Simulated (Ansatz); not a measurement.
# What a change does: band-structure calculation on TiO2

System: TiO2 (I4₁/amd, 6 atoms in the cell).
Method of the first run: DFT, r2SCAN, plane waves, PAW, no spin polarisation (Ansatz 0.2.0).

The structure was built on a prototype by a generator. The geometry comes from this level: r2SCAN (a point of a series of strains). Text and figures count atoms from 1; the logs count them from 0 in places.

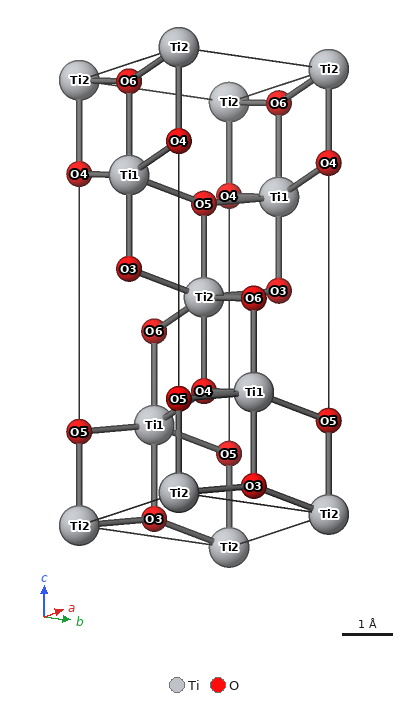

**Figure 1.** The input geometry (ball-and-stick view of the cell 2 times as large as that of the calculation, set on its symmetry axes, seen at an oblique angle; atoms are numbered from 1 in the order of the input).

**The input, the first run**
```yaml
crystal:
  lattice:
    - [-1.8322318463, 1.8322318463, 4.6479640318]
    - [1.8322318463, -1.8322318463, 4.6479640318]
    - [1.8322318463, 1.8322318463, -4.6479640318]
  atoms:
    - { symbol: Ti, position: [0.75, 0.25, 0.5] }
    - { symbol: Ti, position: [0.0, 0.0, 0.0] }
    - { symbol: O, position: [0.5394695301, 0.0394695301, 0.5] }
    - { symbol: O, position: [0.7894695301, 0.7894695301, 0.0] }
    - { symbol: O, position: [0.2105304699, 0.2105304699, 0.0] }
    - { symbol: O, position: [0.9605304699, 0.4605304699, 0.5] }
kpoints:
  mp_grid: { grid: [10, 10, 10] }
  band_path:
    path:
      - [0.0, 0.0, 0.0]
      - [0.0, 0.0, 0.5]
      - [0.25, 0.25, 0.25]
      - [0.0, 0.5, 0.0]
      - [0.5, 0.5, -0.5]
      - [0.2888485976, 0.7111514024, -0.2888485976]
      - [-0.2888485976, 0.2888485976, 0.2888485976]
      - [-0.0776971953, 0.0776971953, 0.5]
      - [0.5, 0.5, -0.0776971953]
      - [0.3, 0.3, -0.3]
      - [-0.005208, 0.0, 0.447917]
    npoints: 1
hamiltonian:
  xc: r2scan
scf:
  occupations: { method: fixed }
  n_extra_bands: 5
output:
  forces: true
  stress: true
  eigenvalues: true
```

Launched with:
```bash
ansatz run input.yaml --threads 2 --pin off --max-ram 20275MiB --backend cpu --events-out ev --progress --plain --runs-dir out
```

Hardware: 2 threads of AMD EPYC (Zen 3), 144 GiB of memory available, shared host.

**Output, shortened to warnings, some set-up lines, iterations and results (the first run)**
```
Basis set: ecut = 500 eV, 1605 PW (Γ), FFT grids on a1+a3, a2+a3, a3, exchange–correlation on 108×108×160 points (64 copies of the dense FFT grid, shifted against one another)
Symmetry: 16 space group operations
k-points: 102 of 1000
Initial density: superposition of atomic densities (neutral atoms: chi_scale 0, normalization atom), corrected by the library's trained network
[...]
SCF iter   1: F=—  HF=-7292.214238 eV  |F-HF|=—  |Δ(HF+E_count)|=         —  Δρ=2.78e-2  dr2=5.38e-1  dr2_τ=4.73e-1  ethr=1.77e-3  ⟨swp⟩=4.3  Hψ=11177  notcnv=0  defer=145
SCF iter   2: F=—  HF=-7292.381760 eV  |F-HF|=—  |Δ(HF+E_count)|=   1.68e-1  Δρ=3.21e-2  dr2=5.71e-1  dr2_τ=7.88e-2  ethr=1.12e-3  ⟨swp⟩=3.0  Hψ=6624  notcnv=0  defer=252
SCF iter   3: F=—  HF=-7292.263245 eV  |F-HF|=—  |Δ(HF+E_count)|=   1.19e-1  Δρ=4.39e-3  dr2=5.52e-3  dr2_τ=6.47e-4  ethr=1.12e-3  ⟨swp⟩=2.1  Hψ=4479  notcnv=0  defer=140
SCF iter   4: F=—  HF=-7292.264571 eV  |F-HF|=—  |Δ(HF+E_count)|=   1.33e-3  Δρ=1.41e-3  dr2=1.04e-3  dr2_τ=1.31e-4  ethr=1.15e-5  ⟨swp⟩=2.2  Hψ=4660  notcnv=0  defer=301
SCF iter   5: F=—  HF=-7292.264434 eV  |F-HF|=—  |Δ(HF+E_count)|=   1.37e-4  Δρ=2.74e-4  dr2=2.66e-5  dr2_τ=2.64e-6  ethr=2.16e-6  ⟨swp⟩=2.0  Hψ=4342  notcnv=0  defer=242
SCF iter   6: F=—  HF=-7292.264435 eV  |F-HF|=—  |Δ(HF+E_count)|=   7.59e-7  Δρ=2.89e-5  dr2=1.16e-7  dr2_τ=6.09e-8  ethr=5.54e-8  ⟨swp⟩=2.1  Hψ=4759  notcnv=0  defer=119
SCF iter   7: F=-7292.264435 eV  HF=-7292.264435 eV  |F-HF|=5.68e-8  |Δ(HF+E_count)|=   1.61e-7  Δρ=1.05e-5  dr2=7.85e-8  dr2_τ=2.50e-9  ethr=2.08e-10  ⟨swp⟩=10.3  Hψ=13347  …
SCF 1 converged in 7 iterations: F = -7292.264435 eV  dr2 = 7.85e-8
NSCF: frozen V_eff on 11 k-points
SCF converged after 7 iterations
Free energy (F): -7292.264435 eV
Harris-Foulkes:  -7292.264435 eV  (|F-HF|=5.68e-8)
Internal energy: -7292.264435 eV  (E = F + TS)
E sigma→0 (E₀):  -7292.264435 eV
Fermi energy:    8.210356 eV
--- Per-component energies (eV) ---
  E_band       = -448.530414
  E_kinetic    = 1266.116421
  E_local      = -3409.841439  (includes V_loc(G=0)·N_el)
  E_nonlocal   = 193.189361
  E_hartree    = 1327.902690
  E_xc         = -485.914725
  E_vxc        = -697.687628  (∫ρ·V_xc dr)
  E_paw        = -2750.243936  (= ΣΔE_a)
  E_vpaw       = -501.906902  (= ΣTr[D̂ρ^β])
  E_aug_tail   = 0.004415  (compensation charges beyond the density's cutoff)
  E_vtau       = 45.794693  (kinetic-family band-sum trace: ∫τ·v_τ [+ j·A + Jᵃ·Aᵃ] dr)
  E_ewald      = -3432.842544
  E_core_change = -0.634678  (= ΣΔE_core)
  E_smearing   = -0.000000  (= −TS)
  E_closure    = -0.000000  (closes the sum)
  Σ components = -7292.264435   (vs F -7292.264435, Δ=0.00e0)
--- Forces (eV/Å), atoms counted from 1 ---
  atom   1  Ti    -0.00000000     0.00000000     0.00000000
  atom   2  Ti     0.00000000     0.00000000     0.00000000
  atom   3  O      0.00000000    -0.00000000    -0.00004978
  atom   4  O      0.00000000     0.00000000    -0.00004978
  atom   5  O     -0.00000000    -0.00000000     0.00004978
  atom   6  O     -0.00000000    -0.00000000     0.00004978
  max |Σ_I F_I| component: 4.55e-18 eV/Å
--- Stress (GPa, compression-positive) ---
       25.681079       0.000000       0.000000
        0.000000      25.681079      -0.000000
        0.000000       0.000000      18.265699
  P = ⅓ Tr σ = 23.2093 GPa (232.093 kbar)
```

For the second run the input was changed thus:
```diff
-  xc: r2scan
+  xc: pbe
-  occupations: { method: fixed }
+  occupations: { method: fermi_dirac, width: 0.02 }
```

How does the second run compare with the first run?

The total energies belong to different methods, so their difference says nothing on which is more stable or more accurate. The gap on the mesh goes from 2.67 to 2.26 eV. The pressure goes from 23.21 to 27.66 GPa. The largest force goes from 0.000 to 0.090 eV/Å. The functional changes from r2SCAN to PBE. The SCF takes 6 iterations against 7. The default cutoff goes from 500 to 420 eV with the change. The plane waves at Γ go from 1605 to 1211. On the same kind of shared host the second run took about 0.4 times as long.

**Output, shortened to warnings, some set-up lines, iterations and results (the second run)**
```
Basis set: ecut = 420 eV, 1211 PW (Γ), FFT grids on a1+a3, a2+a3, a3, exchange–correlation on 50×50×72 points (8 copies of the dense FFT grid, shifted against one another)
Symmetry: 16 space group operations
k-points: 102 of 1000
Initial density: superposition of atomic densities (neutral atoms: chi_scale 0, normalization atom), corrected by the library's trained network
[...]
SCF iter   1: F=—  HF=-7276.919734 eV  |F-HF|=—  |Δ(HF+E_count)|=         —  Δρ=4.91e-3  dr2=9.81e-3  ethr=1.77e-3  ⟨swp⟩=5.6  Hψ=12431  notcnv=0
SCF iter   2: F=—  HF=-7276.921926 eV  |F-HF|=—  |Δ(HF+E_count)|=   2.19e-3  Δρ=5.08e-3  dr2=1.40e-2  ethr=2.04e-5  ⟨swp⟩=2.5  Hψ=6147  notcnv=0  defer=102
SCF iter   3: F=—  HF=-7276.919421 eV  |F-HF|=—  |Δ(HF+E_count)|=   2.50e-3  Δρ=1.32e-3  dr2=3.97e-4  ethr=2.04e-5  ⟨swp⟩=2.2  Hψ=4813  notcnv=0  defer=102
SCF iter   4: F=—  HF=-7276.919704 eV  |F-HF|=—  |Δ(HF+E_count)|=   2.84e-4  Δρ=2.14e-4  dr2=7.57e-6  ethr=8.27e-7  ⟨swp⟩=2.0  Hψ=4039  notcnv=0  defer=102
SCF iter   5: F=—  HF=-7276.919822 eV  |F-HF|=—  |Δ(HF+E_count)|=   1.18e-4  Δρ=2.87e-5  dr2=1.38e-7  ethr=1.58e-8  ⟨swp⟩=2.0  Hψ=5123  notcnv=0  defer=102
SCF iter   6: F=-7276.919822 eV  HF=-7276.919822 eV  |F-HF|=3.52e-9  |Δ(HF+E_count)|=   2.84e-7  Δρ=3.89e-6  dr2=6.00e-9  ethr=2.08e-10  ⟨swp⟩=7.7  Hψ=11957  notcnv=0
SCF 1 converged in 6 iterations: F = -7276.919822 eV  dr2 = 6.00e-9
NSCF: frozen V_eff on 11 k-points
SCF converged after 6 iterations
Free energy (F): -7276.919822 eV
Harris-Foulkes:  -7276.919822 eV  (|F-HF|=3.52e-9)
Internal energy: -7276.919822 eV  (E = F + TS)
E sigma→0 (E₀):  -7276.919822 eV
Fermi energy:    9.731636 eV
--- Per-component energies (eV) ---
  E_band       = -398.074415
  E_kinetic    = 1262.181976
  E_local      = -3416.352341  (includes V_loc(G=0)·N_el)
  E_nonlocal   = 197.681867
  E_hartree    = 1333.105441
  E_xc         = -496.032647
  E_vxc        = -628.515253  (∫ρ·V_xc dr)
  E_paw        = -2724.671801  (= ΣΔE_a)
  E_vpaw       = -479.296629  (= ΣTr[D̂ρ^β])
  E_aug_tail   = 0.010226  (compensation charges beyond the density's cutoff)
  E_ewald      = -3432.842544
  E_smearing   = -0.000000  (= −TS)
  E_closure    = 0.000000  (closes the sum)
  Σ components = -7276.919822   (vs F -7276.919822, Δ=0.00e0)
--- Forces (eV/Å), atoms counted from 1 ---
  atom   1  Ti    -0.00000000     0.00000000     0.00000000
  atom   2  Ti    -0.00000000     0.00000000     0.00000000
  atom   3  O      0.00000000     0.00000000    -0.08977308
  atom   4  O     -0.00000000     0.00000000    -0.08977308
  atom   5  O      0.00000000     0.00000000     0.08977308
  atom   6  O     -0.00000000    -0.00000000     0.08977308
  max |Σ_I F_I| component: 4.16e-17 eV/Å
--- Stress (GPa, compression-positive) ---
       29.971267       0.000000      -0.000000
        0.000000      29.971267       0.000000
        0.000000      -0.000000      23.043556
  P = ⅓ Tr σ = 27.6620 GPa (276.620 kbar)
```

**The two runs side by side**

```csv
quantity,the first run,the second run
outcome,converged,converged
free energy per atom (eV),−1215.3774,−1212.8200
gap on the mesh (eV),2.67,2.26
pressure (GPa),23.21,27.66
largest force (eV/Å),0.000,0.090
SCF iterations,7,6
irreducible k-points,102,102
plane waves at Γ,1605,1211
wall time (shared host),9 s,3.6 s
```

For the first run: The cell is under a pressure of 23 GPa at this level, so it is not at its equilibrium volume. For the second run: The cell is under a pressure of 28 GPa at this level, so it is not at its equilibrium volume.
